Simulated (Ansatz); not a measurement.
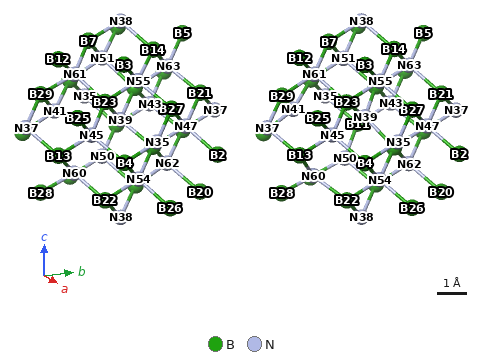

Two geometries of a defect cell of composition B$_{31}$N$_{32}$ (cell charge +1), drawn at one scale. One is the start of a relaxation, the other its converged end. Style: ball-and-stick. Shown: the atoms within 4.2 Å of the atom that moves most (axes of the cell of the calculation (origin shifted)), slightly off an axis.

Method: Ansatz 0.2.0, DFT, PBEsol, PAW, plane waves. Settings: plane-wave cutoff 420 eV; k-point mesh 1 × 1 × 1; mesh shifted by (0.25, 0.25, 0.25); collinear spin; atoms relaxed in a fixed cell; force threshold 0.03 eV/Å; at most 80 steps.

Q: Which of the two is the end point?

A: The right one is the relaxed one. The atoms of the start lie slightly off their symmetric places, so part of the fall in energy undoes that. After 3 geometry steps the energy has fallen by 2.049 eV per cell of the calculation. Largest force component: 3.2 eV/Å at the start, 0.013 eV/Å at the end. The atom that moves furthest is an N atom (0.19 Å along [1 1 1]). By element the largest moves are N 0.19 Å, B 0.07 Å. The cell stays as it was. Near-neighbour distances that change, for instance: B–N 1.616 → 1.517 Å, B–N 1.583 → 1.515 Å, B–N 1.491 → 1.552 Å, B–N 1.503 → 1.560 Å. Among the angles between lasting bonds that change: N–B–N 111.3° → 102.8°, N–B–N 110.4° → 102.8°, B–N–B 108.0° → 114.8°.

Limits of the set-up: the periodic images lie only 7.2 Å apart, so the values are limited by the cell's size; the cell is charged, on a uniform background, and energies carry no finite-size correction.
